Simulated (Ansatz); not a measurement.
```
CELL_PARAMETERS angstrom
8.14757 0.00000 0.00000
0.00000 8.14757 0.00000
0.00000 0.00000 26.53193
ATOMIC_POSITIONS crystal
Ge 0.00006 0.07874 0.57881
Ge 0.00002 0.37582 0.54621
Ge 0.50003 0.12416 0.54619
Ge 0.50001 0.42122 0.57878
Ge 0.23350 0.01075 0.51707
Ge 0.26652 0.48923 0.51707
Ge 0.76657 0.01074 0.51708
Ge 0.73350 0.48923 0.51707
Ge 0.24999 0.24998 0.45633
Ge 0.25000 0.74999 0.46574
Ge 0.75001 0.24998 0.45633
Ge 0.75001 0.75000 0.46574
Ge 0.00000 0.24523 0.40329
Ge 0.00001 0.74593 0.41002
Ge 0.50000 0.25475 0.40330
Ge 0.50001 0.75406 0.41002
Ge 0.00000 0.99214 0.35262
Ge 0.00000 0.50069 0.35274
Ge 0.50000 0.99930 0.35274
Ge 0.50000 0.50784 0.35262
Ge 0.25000 0.00000 0.30003
Ge 0.25000 0.50000 0.30003
Ge 0.75000 0.00000 0.30003
Ge 0.75000 0.50000 0.30003
H 0.25000 0.15088 0.26383
H 0.25000 0.84912 0.26383
H 0.25000 0.65088 0.26383
H 0.25000 0.34912 0.26383
H 0.75000 0.15088 0.26383
H 0.75000 0.84912 0.26383
H 0.75000 0.65088 0.26383
H 0.75000 0.34912 0.26383
H 0.20391 0.04719 0.76289
H 0.29557 0.04720 0.76014
```

Level of theory: Ansatz 0.2.0, DFT HSE06, scalar-relativistic, plane waves, PAW.

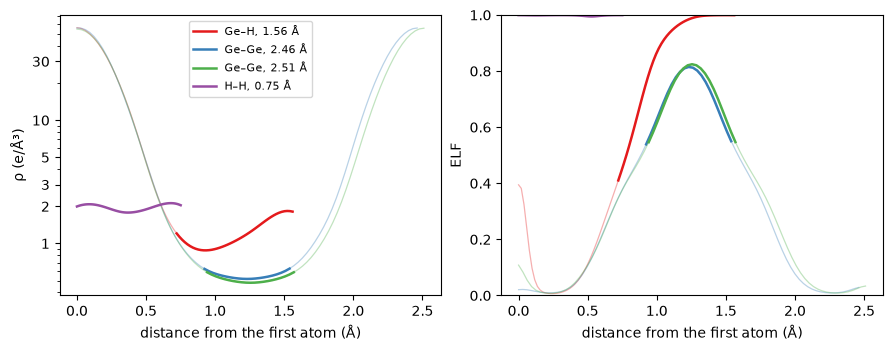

Ge12H5 (slab). Valence pseudo-density and electron localisation function along straight lines between neighbouring atoms. Thin, pale parts lie inside the atomic spheres.

Core electrons are frozen (PAW), and the valence fields are smoothed inside the atomic spheres.

Compare the contacts.

Answer. Ge–H (1.56 Å): the density is about 1 e/Å³ at the midpoint; the ELF climbs to about 1 towards the hydrogen.
Ge–Ge (2.46 Å): ρ at the midpoint is about 0.52 e/Å³; the ELF peaks at about 0.80 between the atoms (localised, covalent bonding).
Ge–Ge (2.51 Å): the density is about 0.48 e/Å³ at the midpoint; the ELF peaks at about 0.80 between the atoms: localised, covalent bonding.
H–H (0.75 Å): ρ at the midpoint is about 1.8 e/Å³; the ELF peaks at about 1 between the atoms.
